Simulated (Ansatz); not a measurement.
# ZnSi3N: what the fields show

The calculation's input:

```
crystal:
  lattice:
    - [4.2213270907, 0.0, 0.0]
    - [-2.1106635453, 3.6557764982, 0.0]
    - [0.0, 0.0, 4.8230618985]
  atoms:
    - { symbol: Zn, position: [0.6666666667, 0.3333333333, 0.0] }
    - { symbol: Si, position: [0.3333333333, 0.6666666667, 0.5] }
    - { symbol: Si, position: [0.3333333333, 0.6666666667, 0.0] }
    - { symbol: Si, position: [0.0, 0.0, 0.5] }
    - { symbol: "N", position: [0.6666666667, 0.3333333333, 0.5] }
basis:
  ecutwfc: 420
kpoints:
  mp_grid: { grid: [12, 12, 8] }
hamiltonian:
  xc: pbe
scf:
  occupations: { method: gaussian, width: 0.1 }
output:
  forces: true
  stress: true
  eigenvalues: true
  write_density: true
  write_potential: true
  elf: true
  volumetric_format: npy
relax:
  adjacent_minimum: "off"
  f_tol: 0.01
  max_steps: 80
  cell: { stress_tol: 0.05 }
```

Launched as:

```sh
ansatz run input.yaml --threads 1 --pin off --max-ram 2560MiB --backend cpu --events-out ev --progress --plain --runs-dir out
```

Below, planes, directions and counts refer to the conventional cell (a = 4.18 Å, b = 4.18 Å, c = 4.92 Å, α = 90.00°, β = 90.00°, γ = 120.00°).

The fields are those of the relaxed geometry.

Space group P-6m2; a structure generated by program, which may or may not match a known phase; computed without spin polarisation.

Method: DFT PBE, scalar-relativistic, plane waves, PAW in Ansatz.

Core electrons are frozen (PAW), and the valence fields are smoothed inside the atomic spheres.

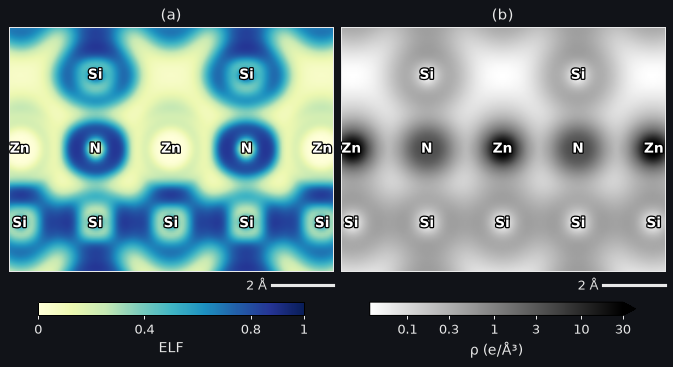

Figure 1. (a) ELF; (b) valence pseudo-density on the (110) plane of the conventional cell.

Question: What do the fields say about this system?

Answer: The section cuts through Zn, Si and N sites.
Zn–Si (2.41 Å): ρ at the midpoint is about 0.41 e/Å³; the ELF peaks at about 0.85 in the valence shell of Si, 0.9 Å from its nucleus, and is about 0.60 at the midpoint.
Zn–N (2.46 Å): ρ is about 0.24 e/Å³ halfway; the ELF peaks at about 0.85 in the valence shell of N, 0.6 Å from its nucleus, and drops to about 0.15 between the two atoms (no shared electron pair shows on this line).
Si–Si (2.46 Å): ρ is about 0.43 e/Å³ halfway; the ELF peaks at about 0.85 between the atoms.
Between the atoms the lowest density in this plane is 0.04 e/Å³.

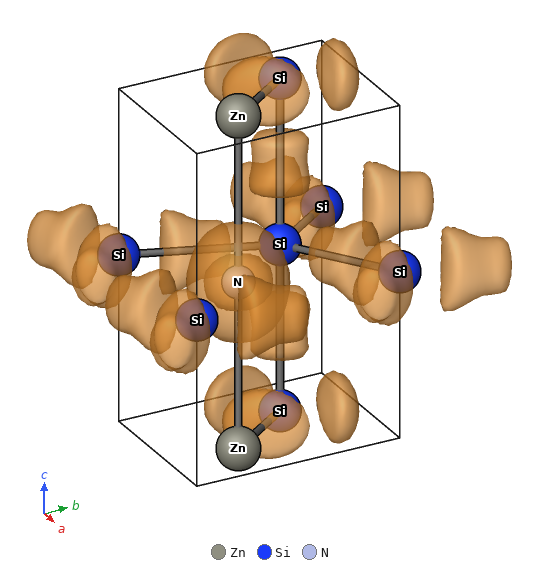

Figure 2. Isosurface of the electron localisation function at 0.75 (orange), seen at an oblique angle. Only the valence region is drawn (cores and ρ < 0.01 e/Å³ removed). Sticks mark near contacts.

Question: Describe the localisation domains.

Answer: At this value the surface marks out five regions between bonded Si–Si atoms, three lobes of the valence shell of Si pointing towards Zn (polar bonds) and one region wrapped around N (its valence shell), counted in one cell of 5 atoms. Any copies at cell faces, edges or corners count once.


Si–Si (2.41 Å): the ELF peaks at about 0.85 between the atoms.

Question: Does the calculation make it a metal, or give it a gap?

Answer: It is gapless in this calculation (a metal or semimetal).
